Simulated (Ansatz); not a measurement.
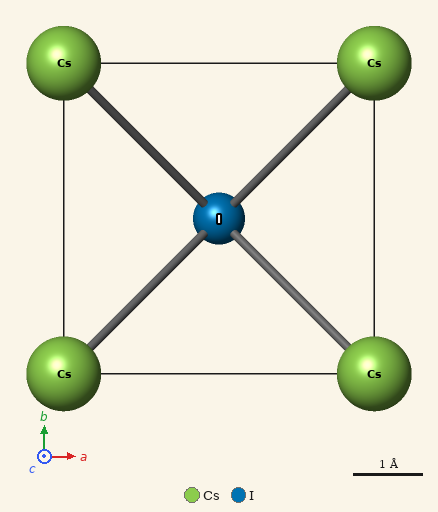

Starting structure of solid CsI (set up in Pm-3m). Style: ball-and-stick. Shown: the cell of the calculation, along the c axis.

Theory: DFT PBEsol, scalar-relativistic, plane waves, PAW in Ansatz 0.2.0.

Input
```yaml
crystal:
  lattice:
    - [4.5667, 0.0, 0.0]
    - [0.0, 4.5667, 0.0]
    - [0.0, 0.0, 4.5667]
  atoms:
    - { symbol: Cs, position: [0.0, 0.0, 0.0] }
    - { symbol: I, position: [0.5, 0.5, 0.5] }
basis:
  ecutwfc: 420
kpoints:
  mp_grid: { grid: [6, 6, 6] }
hamiltonian:
  xc: pbesol
scf:
  occupations: { method: gaussian, width: 0.02 }
output:
  forces: true
  stress: true
  eigenvalues: true
relax:
  adjacent_minimum: "off"
  f_tol: 0.005
  max_steps: 80
  cell: { stress_tol: 0.05 }
```

> Where does the relaxation end?

The energy falls by 2.7 meV per atom in 2 accepted moves (3 points after the start). All forces vanish by symmetry, so only the cell relaxes. Pressure: −0.45 GPa at the start and 0.03 GPa at the end. The SCF was repeated once at an unchanged geometry on a basis and grid sized afresh for the cell, which shifted the energy by 0.1 meV per atom at most. The atoms keep their places relative to the cell (all moves are under 0.005 Å). The drawn cell changes as follows: a = b = c 4.567 → 4.503 Å (−1.4 %); the volume changes by −4.1 %. Some distances before and after: Cs1–I2 3.955 → 3.900 Å. The space group stays Pm-3m (No. 221).

After the run, drawn alike:

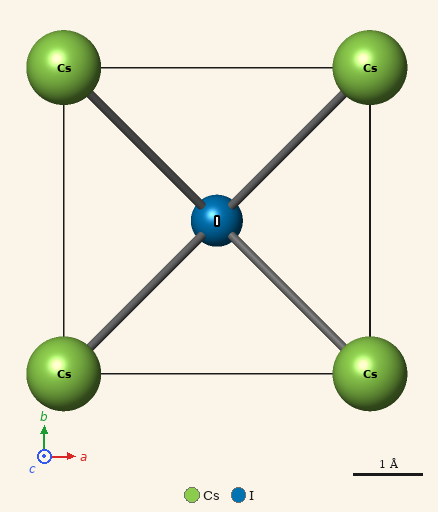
